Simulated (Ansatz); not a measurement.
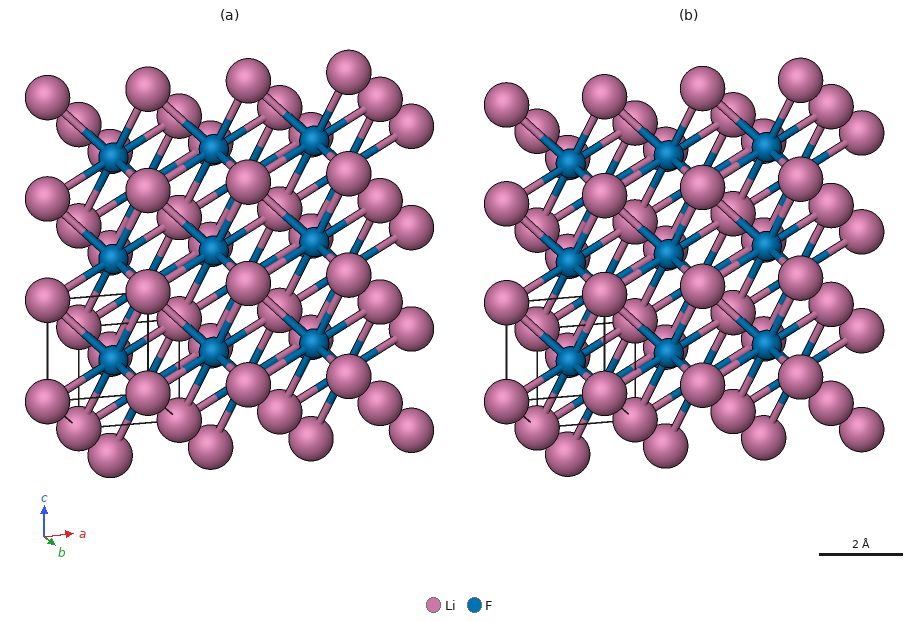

Left: a symmetric starting cell of LiF. Right: the same structure after one change, at the same scale. The picture is a ball-and-stick view of the cell of the calculation, repeated 3 × 2 × 3 with one cell outlined, seen from a free direction.

These are results of DFT PBE, scalar-relativistic, plane waves, PAW (Ansatz 0.2.0), not measurements. Settings: plane-wave cutoff 420 eV; k-point mesh 10 × 10 × 10; occupations gaussian; smearing width 0.02 eV; no spin polarisation.

### Which change leads from the left to the right?

All lengths are scaled by −2.4 % (volume −7.1 %), the atoms keeping their fractional coordinates. No relaxation follows. The starting cell wasn't computed here and needn't be at equilibrium, so pressure and forces aren't due to the change alone.

### What does the change do?

Near-neighbour distances before and after: F–Li 2.217 → 2.163 Å. The space group stays Pm-3m (No. 221). The pressure is 5.9 GPa (not all of it need come from the change, since the unchanged cell can be under pressure at this level too). All forces vanish by symmetry.
